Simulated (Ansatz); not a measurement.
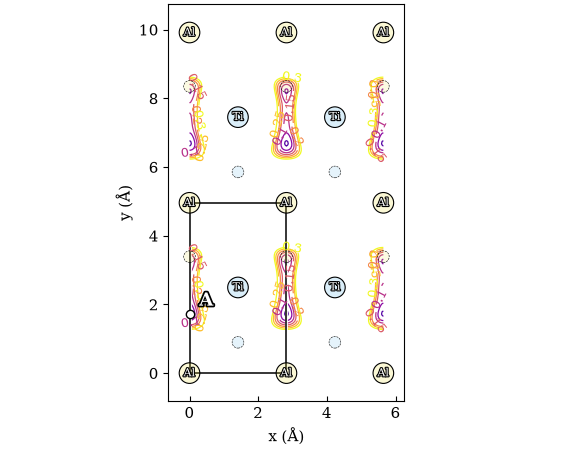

H on a TiAl(101) slab cut from the P4/mmm phase, its upper half relaxed before the scan (12 atoms of substrate and one adsorbate in a 2 × 1 cell). H is moved over the surface cell; relaxed at each place: the height of the adsorbate's atoms; substrate rigid; the origin of the map has the adsorbate above Al11. Places are given modulo a cell vector. The map is drawn in real space over the plane of the surface. The grid has 6 × 6 points; 24 points were computed and 12 follow by symmetry. Places are given in fractions of the 1 × 1 surface cell. Energies: eV, counted from the lowest grid point. These are results of Ansatz, DFT PBE, scalar-relativistic, plane waves, PAW, not measurements. Settings: cutoff 420 eV, k-mesh 5×6×1, gaussian smearing 0.1 eV, no spin polarisation.

Drawn: contour lines labelled in eV (none above 0.3), labelled circles for the atoms of the top layer and small ones for the second layer, the outline of one cell of the 2 × 2 shown, the point A. Between grid points the surface is interpolated.

Question: Find the lowest pass out of the well at A.

Answer: The easiest path leads from the well at a threefold hollow (Al–Ti–Ti), (0/6, 2/6) of the cell vectors to the well at a threefold hollow (Al–Ti–Ti) over a second-layer Al atom, (0/6, 4/6) of the cell vectors, about 0.051 eV higher. Its highest point lies about 0.12 eV above the bottom of the first well on the interpolated surface, at about (0.00, 0.56) of the cell vectors. Seen from the upper well the barrier is about 0.065 eV. This is the barrier on the constrained surface; relaxing the other coordinates would change it. Long-range motion along the hardest cell direction needs about 1.3 eV, so the motion is anisotropic.

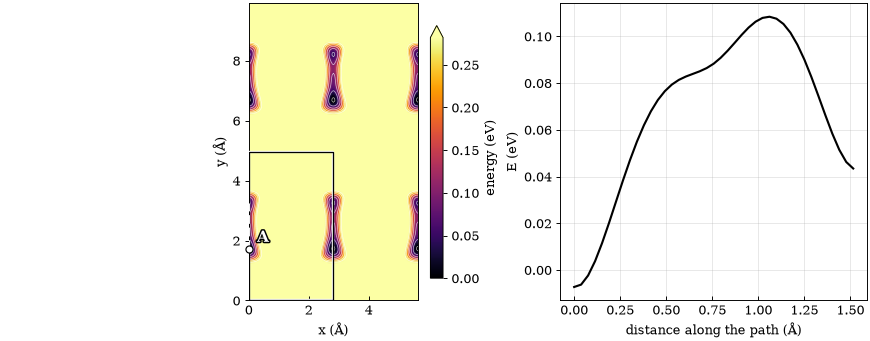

The picture shows a smooth colour map with a few white contour lines, a line along the lowest path, the outline of one cell of the 2 × 2 shown, one colour for all values above the top of the scale, the energy along the path at the right. Between grid points the surface is interpolated.

PAW datasets: the set soft_1.
